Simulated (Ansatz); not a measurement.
# Geometry relaxation, with input and output: Cd

- system: Cd (1 atom in the cell)
- method: DFT PBEsol, scalar-relativistic, plane waves, PAW, no spin polarisation (Ansatz 0.2.0)

The structure was made by swapping elements on the sites of another compound; it need not be a known phase. It belongs to a series of runs on one base structure; here: Zn -> Cd on all its sites, cell and atoms relaxed.

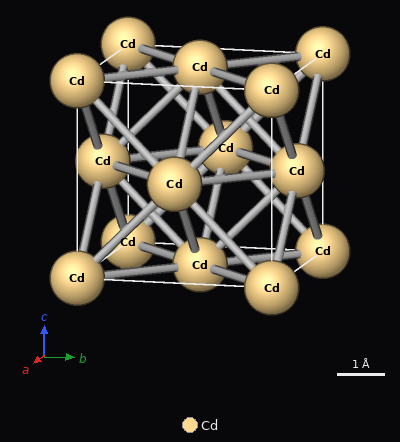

Figure 1. The input geometry (ball-and-stick view of the cell 4 times as large as that of the calculation, set on its symmetry axes, seen slightly off an axis). Near neighbours in the crystal (not all of them lie inside the picture): Cd has 12 Cd at 3.03 Å.

## Input
```yaml
crystal:
  lattice:
    - [0.0, 2.1457529406, 2.1457529406]
    - [2.1457529406, 0.0, 2.1457529406]
    - [2.1457529406, 2.1457529406, 0.0]
  atoms:
    - { symbol: Cd, position: [0.0, 0.0, 0.0] }
basis:
  ecutwfc: 420
kpoints:
  mp_grid: { grid: [16, 16, 16] }
hamiltonian:
  xc: pbesol
scf:
  occupations: { method: gaussian, width: 0.1 }
output:
  forces: true
  stress: true
  eigenvalues: true
  write_density: true
  write_potential: true
  elf: true
  volumetric_format: npy
relax:
  adjacent_minimum: "off"
  f_tol: 0.01
  max_steps: 60
  cell: { stress_tol: 0.1 }
```

Launched with:
```bash
ansatz run input.yaml --threads 1 --pin off --max-ram 2560MiB --backend cpu --events-out ev --progress --plain --runs-dir out
```

## Log
```
Engine: ansatz 0.2.0, x86_64-unknown-linux-gnu
Pseudopotentials: kind: paw
Pseudopotential: Cd, paw, valence charge 20, recommended cutoff 420 eV (normal), Cd.paw.azcp
Functional definition: PBEsol
  exchange = pbesol_x
  correlation = pbesol_c
Crystal: 1 atoms, lattice volume = 19.759 Å³
Basis set: ecut = 420 eV, 387 PW (Γ), exchange–correlation on 48×48×48 points (8 copies of the dense FFT grid, shifted against one another)
Bands: 14, of which v1, the nominal top of the filled ones, is band 10 counted from 1 (9 counted from 0)
Symmetry: 48 space group operations
Space group: Fm-3m (ITA 225), of the structure as read, at distance tolerance 2.7e-5 Å
k-points: 145 of 4096
Non-local potential: Cd, projectors of the file, l = 0: 3, l = 1: 2, l = 2: 2, l = 3: 1
PAW form: soft (Blöchl's): semilocal exchange-correlation on the pseudo side does not see the compensation charge
PAW frozen core: Cd, regenerated for the run's functional, and the local potential with it (the file was generated under x = pbe(κ = 0.804, μ = 0.2195149727645171), c = pbe(β = 0.06672455060314922))
PAW one-centre angular grid: Cd, 590 points (default); XC on 64 Gauss nodes
Initial density: superposition of atomic densities (neutral atoms: chi_scale 0, normalization atom), corrected by the library's trained network
Initial wavefunctions: pseudopotential atomic-orbital guess
Functional: x = pbesol(κ = 0.804, μ = 0.12345679012345678), c = pbesol(β = 0.046)
SCF iter   1: F=—  HF=-8184.031112 eV  |F-HF|=—  |Δ(HF+E_count)|=         —  Δρ=6.25e-3  dr2=6.30e-3  ethr=1.77e-3  ⟨swp⟩=5.0  Hψ=10171  notcnv=0
preconditioner: auto → none  [metal: Δε(μ)=0.029 eV  Ē_g=16.993 eV  σ=0.100 eV  W_gap=0.16  n_scr=8 (ndim 8)  ℏωp=28.9 eV  f_vac=0.000  D(μ)=0.58/eV (n_scr^D=0)  sad-step TF]
SCF iter   2: F=—  HF=-8184.029234 eV  |F-HF|=—  |Δ(HF+E_count)|=   1.88e-3  Δρ=1.83e-3  dr2=6.49e-4  ethr=3.15e-5  ⟨swp⟩=2.2  Hψ=4139  notcnv=0
SCF iter   3: F=—  HF=-8184.029010 eV  |F-HF|=—  |Δ(HF+E_count)|=   2.24e-4  Δρ=4.78e-4  dr2=1.29e-5  ethr=3.24e-6  ⟨swp⟩=2.1  Hψ=2757  notcnv=0
SCF iter   4: F=—  HF=-8184.028981 eV  |F-HF|=—  |Δ(HF+E_count)|=   2.94e-5  Δρ=5.86e-5  dr2=2.53e-7  ethr=6.46e-8  ⟨swp⟩=2.0  Hψ=3254  notcnv=0
iter 5 did not close the SCF: its close was put off for the readings that it lacked (scf_convergence_deferred on its scf_iter line)
SCF iter   5: F=-8184.028981 eV  HF=-8184.028981 eV  |F-HF|=1.99e-10  |Δ(HF+E_count)|=   1.67e-7  Δρ=3.53e-6  dr2=6.81e-10  ethr=1.26e-9  ⟨swp⟩=2.0  Hψ=3194  notcnv=0
SCF iter   6: F=-8184.028981 eV  HF=-8184.028981 eV  |F-HF|=1.46e-11  |Δ(HF+E_count)|=  5.73e-11  Δρ=4.58e-7  dr2=2.57e-11  ethr=3.41e-12  ⟨swp⟩=3.6  Hψ=8860  notcnv=0
SCF 1 converged in 6 iterations: F = -8184.028981 eV  dr2 = 2.57e-11
  greatest PAW one-centre occupation: 1.000 electrons in one spin orbital (limit 2), on the Cd atom at site 0 (counted from 0), in its partial waves of l = 0
relax step   1: F+E_penalty+E_count = -8184.02898077 eV  Δ(F+E_penalty+E_count) = +0.000e0 eV  max|allowed force component| = 0.000e0 eV/Å  Δτ_max = 0.0000 Å  P = +3.968 GPa  Ω = 19.759 Å³  (6 SCF iters, accepted)
Crystal: 1 atoms, lattice volume = 21.349 Å³
Basis set: ecut = 420 eV, 411 PW (Γ), exchange–correlation on 48×48×48 points (8 copies of the dense FFT grid, shifted against one another)
Initial density: handed on by an earlier stage of this run
Initial wavefunctions: those handed on with the density
iter 1 solved again at ethr=2.54e-5 eV; its pass at ethr=3.10e-3 eV (dr2=5.07e-3 eV) is discarded
SCF iter   1: F=—  HF=-8184.043680 eV  |F-HF|=—  |Δ(HF+E_count)|=         —  Δρ=4.71e-3  dr2=5.45e-3  ethr=2.54e-5  ⟨swp⟩=1.0  Hψ=13947  notcnv=0
preconditioner: auto → none  [metal: Δε(μ)=0.040 eV  Ē_g=16.527 eV  σ=0.100 eV  W_gap=0.22  n_scr=8 (ndim 8)  ℏωp=27.8 eV  f_vac=0.000  D(μ)=0.55/eV (n_scr^D=0)]
SCF iter   2: F=—  HF=-8184.041963 eV  |F-HF|=—  |Δ(HF+E_count)|=   1.72e-3  Δρ=2.00e-3  dr2=3.71e-4  ethr=2.54e-5  ⟨swp⟩=2.0  Hψ=2937  notcnv=0
SCF iter   3: F=—  HF=-8184.041830 eV  |F-HF|=—  |Δ(HF+E_count)|=   1.33e-4  Δρ=5.75e-4  dr2=5.33e-5  ethr=1.85e-6  ⟨swp⟩=2.6  Hψ=3820  notcnv=0
SCF iter   4: F=—  HF=-8184.041770 eV  |F-HF|=—  |Δ(HF+E_count)|=   6.02e-5  Δρ=9.83e-5  dr2=1.21e-6  ethr=2.67e-7  ⟨swp⟩=2.0  Hψ=2779  notcnv=0
SCF iter   5: F=-8184.041769 eV  HF=-8184.041769 eV  |F-HF|=7.25e-10  |Δ(HF+E_count)|=   1.54e-7  Δρ=7.96e-6  dr2=8.02e-9  ethr=5.00e-10  ⟨swp⟩=8.0  Hψ=13633  notcnv=0
SCF 2 converged in 5 iterations: F = -8184.041769 eV  dr2 = 8.02e-9
relax step   2: F+E_penalty+E_count = -8184.04176937 eV  Δ(F+E_penalty+E_count) = -1.279e-2 eV  max|allowed force component| = 0.000e0 eV/Å  Δτ_max = 0.0000 Å  P = -0.910 GPa  Ω = 21.349 Å³  energy of the carried Pulay correction = -4.318e-4 eV  (5 SCF iters, dr2 threshold 1.00e-7 eV, accepted)
Crystal: 1 atoms, lattice volume = 21.033 Å³
iter 1 solved again at ethr=8.97e-7 eV; its pass at ethr=3.10e-3 eV (dr2=1.79e-4 eV) is discarded
SCF iter   1: F=—  HF=-8184.042957 eV  |F-HF|=—  |Δ(HF+E_count)|=         —  Δρ=8.56e-4  dr2=1.75e-4  ethr=8.97e-7  ⟨swp⟩=2.0  Hψ=13415  notcnv=0
preconditioner: auto → none  [metal: Δε(μ)=0.030 eV  Ē_g=16.557 eV  σ=0.100 eV  W_gap=0.17  n_scr=8 (ndim 8)  ℏωp=28.0 eV  f_vac=0.000  D(μ)=0.57/eV (n_scr^D=0)]
SCF iter   2: F=—  HF=-8184.042906 eV  |F-HF|=—  |Δ(HF+E_count)|=   5.10e-5  Δρ=3.56e-4  dr2=1.16e-5  ethr=8.73e-7  ⟨swp⟩=2.1  Hψ=2937  notcnv=0
SCF iter   3: F=—  HF=-8184.042879 eV  |F-HF|=—  |Δ(HF+E_count)|=   2.65e-5  Δρ=1.01e-4  dr2=1.60e-6  ethr=5.79e-8  ⟨swp⟩=2.3  Hψ=3514  notcnv=0
SCF iter   4: F=-8184.042879 eV  HF=-8184.042879 eV  |F-HF|=8.66e-9  |Δ(HF+E_count)|=   6.08e-7  Δρ=1.66e-5  dr2=3.44e-8  ethr=5.00e-10  ⟨swp⟩=5.2  Hψ=10877  notcnv=0
SCF 3 converged in 4 iterations: F = -8184.042879 eV  dr2 = 3.44e-8
relax step   3: F+E_penalty+E_count = -8184.04287866 eV  Δ(F+E_penalty+E_count) = -1.109e-3 eV  max|allowed force component| = 0.000e0 eV/Å  Δτ_max = 0.0000 Å  P = -0.120 GPa  Ω = 21.033 Å³  energy of the carried Pulay correction = -3.487e-4 eV  (4 SCF iters, dr2 threshold 1.00e-7 eV, accepted)
Crystal: 1 atoms, lattice volume = 20.986 Å³
iter 1 solved again at ethr=1.55e-8 eV; its pass at ethr=3.10e-3 eV (dr2=3.10e-6 eV) is discarded
SCF iter   1: F=—  HF=-8184.042910 eV  |F-HF|=—  |Δ(HF+E_count)|=         —  Δρ=1.35e-4  dr2=4.51e-6  ethr=1.55e-8  ⟨swp⟩=2.0  Hψ=13074  notcnv=0
preconditioner: auto → none  [metal: Δε(μ)=0.029 eV  Ē_g=16.584 eV  σ=0.100 eV  W_gap=0.16  n_scr=8 (ndim 8)  ℏωp=28.1 eV  f_vac=0.000  D(μ)=0.57/eV (n_scr^D=0)]
SCF iter   2: F=—  HF=-8184.042908 eV  |F-HF|=—  |Δ(HF+E_count)|=   1.56e-6  Δρ=6.10e-5  dr2=3.34e-7  ethr=1.55e-8  ⟨swp⟩=2.0  Hψ=2919  notcnv=0
SCF iter   3: F=—  HF=-8184.042908 eV  |F-HF|=—  |Δ(HF+E_count)|=   1.34e-7  Δρ=1.89e-5  dr2=5.65e-8  ethr=1.79e-10  ⟨swp⟩=7.9  Hψ=13218  notcnv=0
SCF iter   4: F=-8184.042908 eV  HF=-8184.042908 eV  |F-HF|=9.33e-10  |Δ(HF+E_count)|=   1.59e-8  Δρ=4.96e-6  dr2=3.43e-9  ethr=1.79e-10  ⟨swp⟩=5.8  Hψ=8767  notcnv=0
SCF 4 converged in 4 iterations: F = -8184.042908 eV  dr2 = 3.43e-9
relax step   4: F+E_penalty+E_count = -8184.04290797 eV  Δ(F+E_penalty+E_count) = -2.931e-5 eV  max|allowed force component| = 0.000e0 eV/Å  Δτ_max = 0.0000 Å  P = +0.005 GPa  Ω = 20.986 Å³  energy of the carried Pulay correction = -3.362e-4 eV  (4 SCF iters, dr2 threshold 3.58e-8 eV, accepted)
Initial wavefunctions: pseudopotential atomic-orbital guess (no wavefunctions were taken with the density)
iter 1 solved again at ethr=3.42e-9 eV; its pass at ethr=3.10e-3 eV (dr2=6.84e-7 eV) is discarded
SCF iter   1: F=—  HF=-8184.043190 eV  |F-HF|=—  |Δ(HF+E_count)|=         —  Δρ=1.27e-4  dr2=5.84e-7  ethr=3.42e-9  ⟨swp⟩=3.1  Hψ=15980  notcnv=0
preconditioner: auto → none  [metal: Δε(μ)=0.029 eV  Ē_g=16.586 eV  σ=0.100 eV  W_gap=0.16  n_scr=8 (ndim 8)  ℏωp=28.1 eV  f_vac=0.000  D(μ)=0.57/eV (n_scr^D=0)]
SCF iter   2: F=—  HF=-8184.043190 eV  |F-HF|=—  |Δ(HF+E_count)|=   2.20e-7  Δρ=5.62e-5  dr2=1.46e-7  ethr=2.92e-9  ⟨swp⟩=2.4  Hψ=3545  notcnv=0
SCF iter   3: F=—  HF=-8184.043190 eV  |F-HF|=—  |Δ(HF+E_count)|=   4.12e-8  Δρ=2.02e-5  dr2=2.88e-8  ethr=7.29e-10  ⟨swp⟩=2.0  Hψ=2843  notcnv=0
SCF iter   4: F=—  HF=-8184.043190 eV  |F-HF|=—  |Δ(HF+E_count)|=   3.23e-9  Δρ=2.61e-6  dr2=4.03e-10  ethr=1.44e-10  ⟨swp⟩=2.0  Hψ=3207  notcnv=0
SCF iter   5: F=-8184.043190 eV  HF=-8184.043190 eV  |F-HF|=0.00e0  |Δ(HF+E_count)|=  3.34e-10  Δρ=5.36e-8  dr2=2.47e-13  ethr=1.00e-12  ⟨swp⟩=4.9  Hψ=7184  notcnv=0
SCF 5 converged in 5 iterations: F = -8184.043190 eV  dr2 = 2.47e-13
relax step   5: F+E_penalty+E_count = -8184.04318973 eV  Δ(F+E_penalty+E_count) = -2.818e-4 eV  max|allowed force component| = 0.000e0 eV/Å  Δτ_max = 0.0000 Å  P = -0.010 GPa  Ω = 20.986 Å³  stress off target by 1.02e-2 GPa  SCF on the basis re-selected at this cell (its energy is not comparable with the rows above)  (5 SCF iters)
```

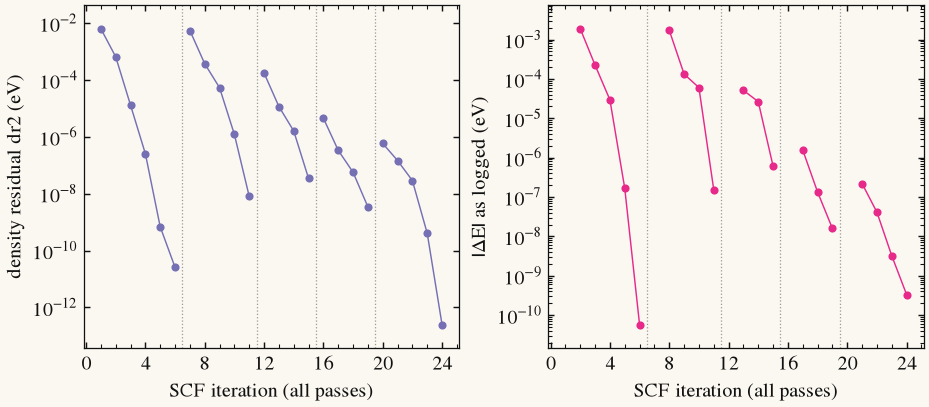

Figure 2. Convergence of the self-consistent field: density residual dr2 and size of the energy change against the SCF iteration. The dotted lines part the SCF passes of the relaxation: geometry steps, rejected trials and re-solves on a re-selected basis. The 5 passes take 4 to 6 iterations each, 24 in all.

```
basis re-selected at this cell: Δ(F+E_penalty+E_count) = -2.818e-4 eV, ΔP = -0.015 GPa vs the last step (what re-selecting the basis moved, of the pressure what is left beyond the Pulay correction that the steps carried, after the strain that the cell walked since its last selection, with what the two solves' SCF thresholds leave and, on support functions, any second-order correction that the steps lacked; it is no measure of the basis error at this ecutwfc). This SCF's stress stands 1.02e-2 GPa from its target on what of the cell is left free (relax.cell.stress_tol is 1.00e-1 GPa) and its largest allowed force component is 0.00e0 eV/Å (relax.f_tol is 1.00e-2 eV/Å): within both
SCF converged after 5 iterations
Free energy (F): -8184.043190 eV
Harris-Foulkes:  -8184.043190 eV  (|F-HF|=0.00e0)
Internal energy: -8184.040327 eV  (E = F + TS)
E sigma→0 (E₀):  -8184.041758 eV
Entropy (-TS):   -0.002863 eV (-2.863 meV/atom)
Fermi energy:    15.004555 eV
--- Per-component energies (eV) ---
  E_band       = -385.907482
  E_kinetic    = 505.047116
  E_local      = -2874.159756  (includes V_loc(G=0)·N_el)
  E_nonlocal   = 35.195712
  E_hartree    = 1353.735320
  E_xc         = -175.989450
  E_vxc        = -221.752189  (∫ρ·V_xc dr)
  E_paw        = -4012.591147  (= ΣΔE_a)
  E_vpaw       = -537.709044  (= ΣTr[D̂ρ^β])
  E_aug_tail   = 0.000011  (compensation charges beyond the density's cutoff)
  E_ewald      = -3015.620094
  E_core_change = 0.341960  (= ΣΔE_core)
  E_smearing   = -0.002863  (= −TS)
  E_closure    = 0.000000  (closes the sum)
  Σ components = -8184.043190   (vs F -8184.043190, Δ=0.00e0)
--- Forces (eV/Å), atoms counted from 1 ---
  atom   1  Cd    -0.00000000     0.00000000    -0.00000000
  max |Σ_I F_I| component: 3.49e-32 eV/Å
--- Stress (GPa, compression-positive) ---
       -0.010162       0.000000       0.000000
        0.000000      -0.010162       0.000000
        0.000000       0.000000      -0.010162
  P = ⅓ Tr σ = -0.0102 GPa (-0.102 kbar)
--- Band table (eV; the first three rows and the last of 145) ---
  k-point 0: bands = ["-87.8913", "-48.9498", "-48.9498", "-48.9498", "5.8327", "5.8327", "5.8327", "5.8907", "6.3331", "6.3331", "28.2596", "29.9798", "29.9798", "29.9798"]
  k-point 1: bands = ["-87.8912", "-48.9514", "-48.9500", "-48.9500", "5.8136", "5.8507", "5.8507", "6.0031", "6.3284", "6.3284", "27.9635", "29.0359", "29.8711", "29.8711"]
  k-point 2: bands = ["-87.8908", "-48.9559", "-48.9508", "-48.9508", "5.7492", "5.8952", "5.8952", "6.3229", "6.3229", "6.3505", "26.0964", "28.6979", "29.5913", "29.5913"]
  k-point 144: bands = ["-87.8869", "-48.9781", "-48.9781", "-48.9666", "5.5639", "5.8255", "5.8255", "6.3968", "6.8459", "17.0794", "17.0794", "17.1631", "18.8590", "32.8025"]
--- Relaxed structure (4 steps of the walk, 4 accepted, 1 SCFs on fresh bases) ---
  F+E_penalty+E_count = -8184.04318973 eV   max|allowed force component| = 0.000e0 eV/Å   (the final SCF, on the basis selected at the relaxed cell)
  cell:  # Å, volume = 20.9862 Å³
    - [4.5858348296060325e-34, 2.1892806911618146, 2.1892806911618146]
    - [2.1892806911618146, 1.0955049870725519e-33, 2.1892806911618146]
    - [2.1892806911618146, 2.1892806911618146, 5.85967783782993e-34]
  atoms:
    - { symbol: Cd, position: [0.0, 0.0, 0.0] }
```

## Trajectory as extended XYZ (Å, eV, eV/Å), 5 frames, from step=1 to step=5
```
1
Lattice="0.0000 2.1458 2.1458 2.1458 0.0000 2.1458 2.1458 2.1458 0.0000" Properties=species:S:1:pos:R:3:forces:R:3 step=1 energy=-8184.02898 pressure_GPa=3.97
Cd    0.0000    0.0000    0.0000    0.0000   0.0000   0.0000
1
Lattice="0.0000 2.2018 2.2018 2.2018 0.0000 2.2018 2.2018 2.2018 0.0000" Properties=species:S:1:pos:R:3:forces:R:3 step=2 energy=-8184.04177 pressure_GPa=-0.91
Cd    0.0000    0.0000    0.0000    0.0000   0.0000   0.0000
1
Lattice="0.0000 2.1909 2.1909 2.1909 0.0000 2.1909 2.1909 2.1909 0.0000" Properties=species:S:1:pos:R:3:forces:R:3 step=3 energy=-8184.04288 pressure_GPa=-0.12
Cd    0.0000    0.0000    0.0000    0.0000   0.0000   0.0000
1
Lattice="0.0000 2.1893 2.1893 2.1893 0.0000 2.1893 2.1893 2.1893 0.0000" Properties=species:S:1:pos:R:3:forces:R:3 step=4 energy=-8184.04291 pressure_GPa=0.00
Cd    0.0000    0.0000    0.0000    0.0000   0.0000   0.0000
1
Lattice="0.0000 2.1893 2.1893 2.1893 0.0000 2.1893 2.1893 2.1893 0.0000" Properties=species:S:1:pos:R:3:forces:R:3 step=5 energy=-8184.04319 pressure_GPa=-0.01
Cd    0.0000    0.0000    0.0000    0.0000   0.0000   0.0000
```

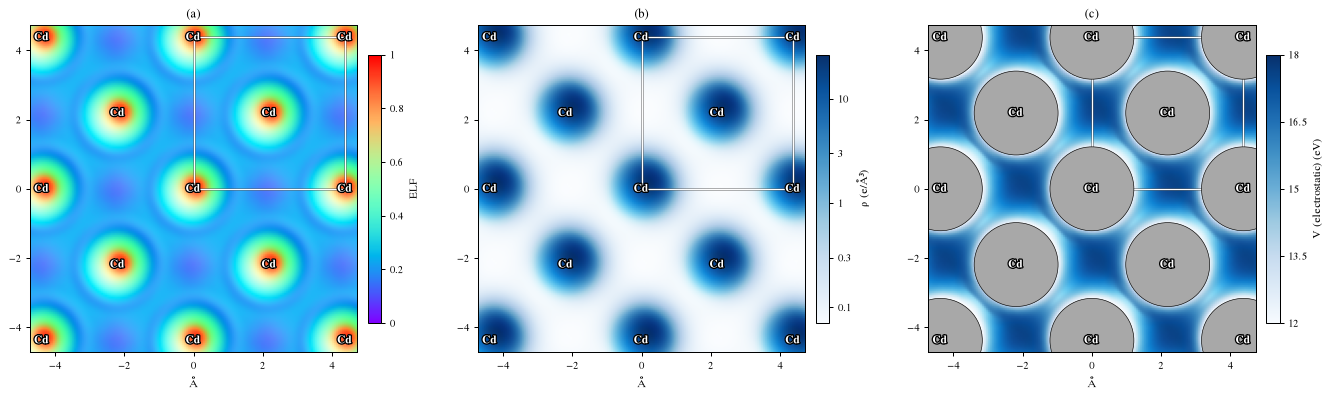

Figure 3. (a) electron localisation function; (b) valence charge density (pseudo); (c) electrostatic potential (local pseudopotential plus Hartree) felt by an electron on the (010) plane of the conventional cell. Grey discs, where drawn, cover atomic cores. The section cuts through Cd sites. Cd–Cd (3.10 Å): ρ is about 0.16 e/Å³ halfway; the ELF is about 0.20 at the midpoint; no localised pair between them. Away from the nuclei the density in this plane falls to 0.07 e/Å³ at its lowest. The strong features right at Cd lie inside the PAW spheres (semicore, d or f shells) and say nothing about bonding. Outside the cores the potential energy rises away from the atoms and is highest about 2.2 Å from the nearest atoms; outside the discs it spans about 6 eV, and its zero is arbitrary. Core electrons are frozen (PAW), so the fields are smoothed inside the atomic spheres.

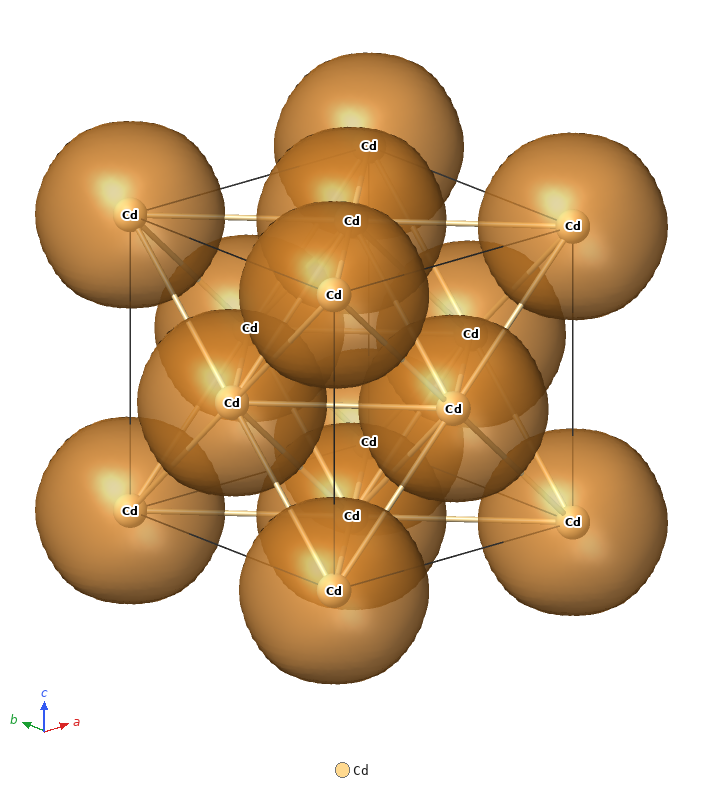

Figure 4. Isosurface of the valence pseudo-density at 0.2 e/Å³ (orange), seen at an oblique angle. Sticks mark near contacts. The outline is the cell set on symmetry axes. At this value the density breaks into separate islands; it holds about 90 % of the electrons treated as valence (semicore included). It is pinched off along the Cd–Cd (3.10 Å) contacts. On the grid the lowest density along these lines, outside the cores, is 0.16 e/Å³ (Cd–Cd, 3.10 Å).

## Results in brief

- outcome: converged
- space group (tolerance 0.01 Å): Fm-3m (225)
- electrons treated: 20
- free energy: −8184.0432 eV
- Fermi energy: 15.005 eV
- gap on the k-point mesh: none (metallic)
- pressure: −0.01 GPa
- final volume: 20.99 Å³
- largest force (length of the vector) at the end: under 0.001 eV/Å
- final cell: a = 3.096 Å, b = 3.096 Å, c = 3.096 Å, α = 60.00°, β = 60.00°, γ = 60.00°
- hardware: 1 thread of Intel Xeon @ 2.50GHz (Skylake/Cascade Lake), 64 GiB of memory available, shared host
- wall time: 14 s
- peak memory: 0.39 GiB
